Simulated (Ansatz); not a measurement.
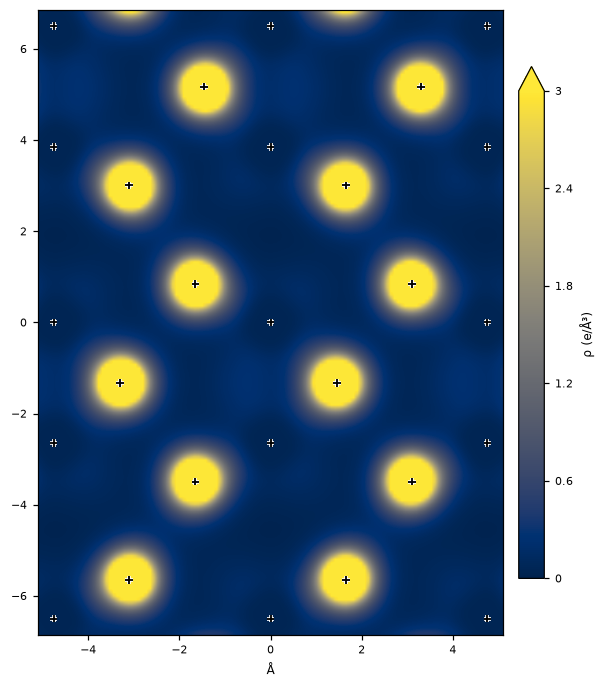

The valence pseudo-density on a plane through atoms (crosses mark nuclei in the plane).

Computed with Ansatz, DFT r2SCAN, scalar-relativistic, plane waves, PAW.

Candidates:
A. Al$_{2}$O$_{3}$, a = 4.76 Å, b = 4.76 Å, c = 13.00 Å, α = 90.00°, β = 90.00°, γ = 120.00°. Space group R-3c.
B. Ga$_{2}$O$_{3}$, a = 5.00 Å, b = 5.00 Å, c = 13.45 Å, α = 90.00°, β = 90.00°, γ = 120.00°. Space group R-3c; a generated structure, not necessarily the stable one.

Question: Which candidate gave the map?

Answer: Candidate A: Al$_{2}$O$_{3}$ on the (010) plane of the conventional cell, which holds Al and O. Al–O (1.86 Å): ρ at the midpoint is about 0.65 e/Å³. Al–O (1.97 Å): ρ is about 0.52 e/Å³ halfway.
